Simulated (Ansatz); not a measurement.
**WS3: density, localisation and related maps**

```
W S
1.0
     3.43530    0.00000    0.00000
     0.00000    3.43530    0.00000
     0.00000    0.00000   32.47447
W S
1 3
Direct
  0.00000 0.00000 0.27714
  0.00000 0.00000 0.34763
  0.00000 0.00000 0.20666
  0.50000 0.50000 0.27714
```

A structure generated by program, which may or may not match a known phase.

These are results of Ansatz 0.2.0, DFT PBE, scalar-relativistic, plane waves, PAW, not measurements.

In a PAW calculation such maps are meaningful between the atoms, not at the nuclei.

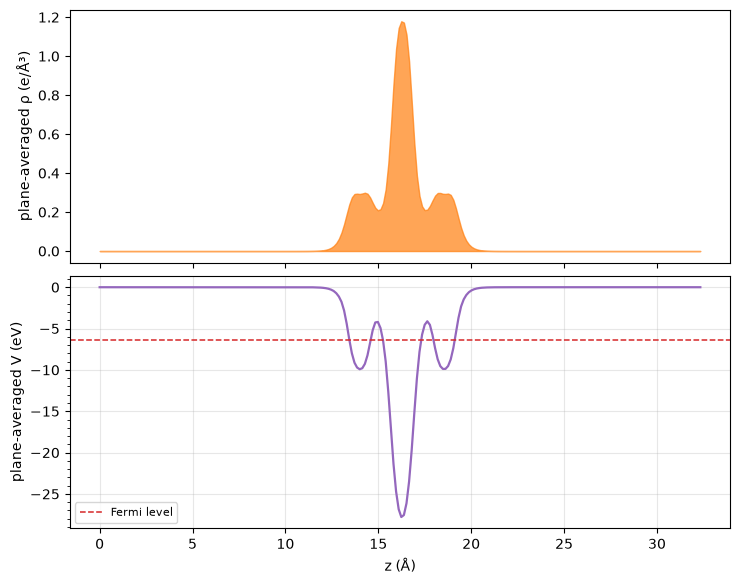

Figure 1. Plane average of the electrostatic potential energy of an electron and of the valence charge density (pseudo) across the slab.

### Read off the work function of this surface.

The potential is flat in the vacuum, 6.42 eV above the Fermi level; this is the work function, the same on both faces.

### How thick is the slab, and how wide the vacuum?

The outermost nuclei are 4.6 Å apart, in 3 atomic planes; the vacuum between periodic images is 27.9 Å wide.

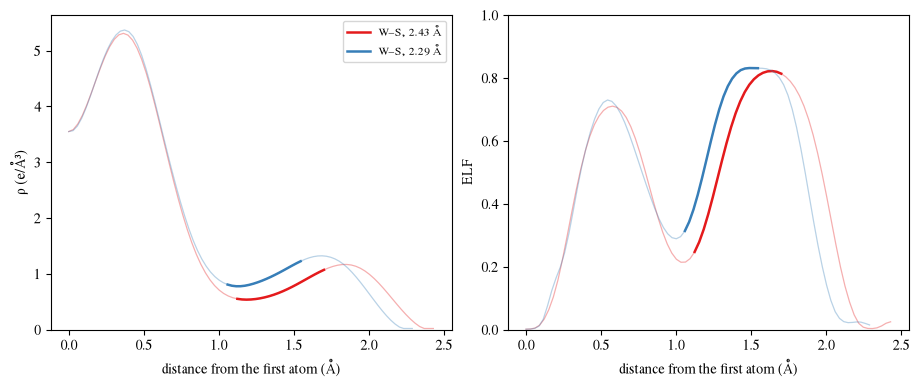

Figure 2. Valence charge density (pseudo) and electron localisation function along straight lines between neighbouring atoms. Thin, pale parts lie inside the atomic spheres.

### What can be read from the curves?

W–S (2.43 Å): ρ at the midpoint is about 0.54 e/Å³; the ELF peaks at about 0.80 in the valence shell of S, 0.8 Å from its nucleus, and is about 0.35 at the midpoint.
W–S (2.29 Å): the density is about 0.78 e/Å³ at the midpoint; the ELF peaks at about 0.85 in the valence shell of S, 0.8 Å from its nucleus, and is about 0.45 at the midpoint.

### Metal or insulator at this level of theory?

It is metallic or semimetallic at this level of theory: no gap opens.
